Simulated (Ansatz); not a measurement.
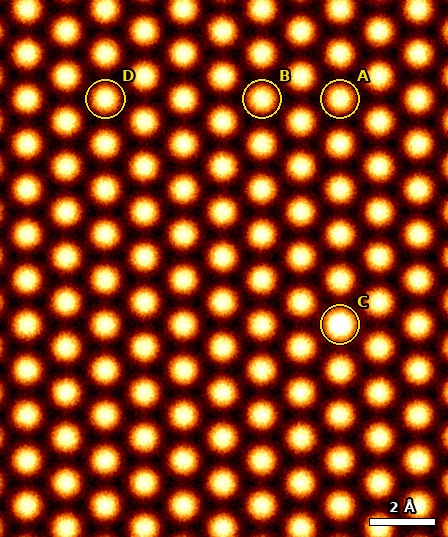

Dark-field STEM-like image of Ni (R-3m, No. 166) along [001]. Simulation: incoherent imaging, intensity Z^1.7 per atom, probe width 0.93 Å, thin sample. The probe carries 25 % of its weight in a tail 2.5 times as wide. Shot noise was added.

The sample is 2 repeats (36.1 Å) thick. One point defect was put into the perfect crystal, without relaxing the atoms around it. Brightness is counted from the darkest point of the image. Host structure: coordinates from a relaxation with Ansatz 0.2.0, DFT PBEsol, scalar-relativistic, plane waves, PAW; the starting structure was generated, so it need not be a known form of this composition.

Which ringed column holds the defect, and does it scatter more or less than its equals?

Answer. C; it scatters more. The column holds 6 atoms (Ni) through the sample, and one Ni atom is replaced by Pd, so its peak rises to about 135 % of that of its equals.
